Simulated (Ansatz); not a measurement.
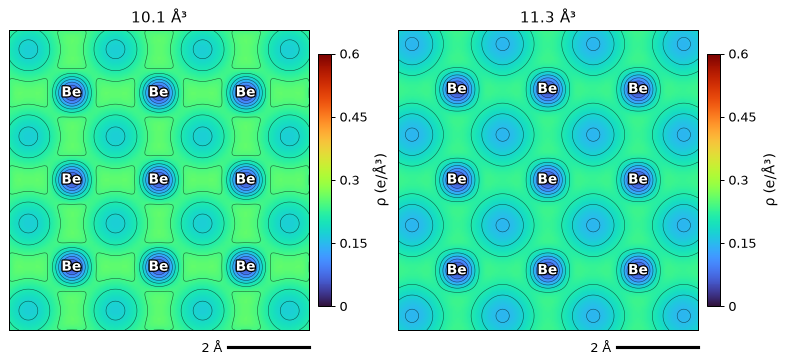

Be. The valence pseudo-density of cells scaled evenly to different volumes (given per atom above each panel), on the (010) plane of each (indices in the axes of the cell below), at one length scale and on one colour scale.

A generated structure, not necessarily the stable one.

Level of theory: DFT, BLYP, plane waves (420 eV) with PAW, scalar-relativistic in Ansatz 0.2.0.

Core electrons are frozen (PAW), and the valence fields are smoothed inside the atomic spheres.

The largest cell:

```cif
data_structure
_symmetry_space_group_name_H-M 'P 1'
_symmetry_Int_Tables_number 1
_cell_length_a 2.2476
_cell_length_b 2.2476
_cell_length_c 2.2476
_cell_angle_alpha 90.000
_cell_angle_beta 90.000
_cell_angle_gamma 90.000
_cell_volume 11.35
loop_
_atom_site_label
_atom_site_type_symbol
_atom_site_fract_x
_atom_site_fract_y
_atom_site_fract_z
_atom_site_occupancy
Be1 Be 0.00000 0.00000 0.00000 1
```

| volume (Å³/atom) | Be–Be contact in the plane (Å) | ρ at its midpoint (e/Å³) | pressure (GPa) | 
| --- | --- | --- | --- |
| 10.09 | 2.161 | 0.254 | 3.2 | 
| 10.51 | 2.191 | ? | ? | 
| 11.35 | 2.248 | 0.230 | −4.5 | 

What values belong in the row with question marks?

Over the known rows ln ρ falls by 1.14 per Å of Be–Be distance (the line through the two), which gives 0.245 e/Å³ at 2.191 Å; the calculation gives 0.246 e/Å³. For the pressure, a straight line in volume between the neighbouring rows gives 0.6 GPa; the calculation gives 0.1, lower because pressure rises ever faster on compression.
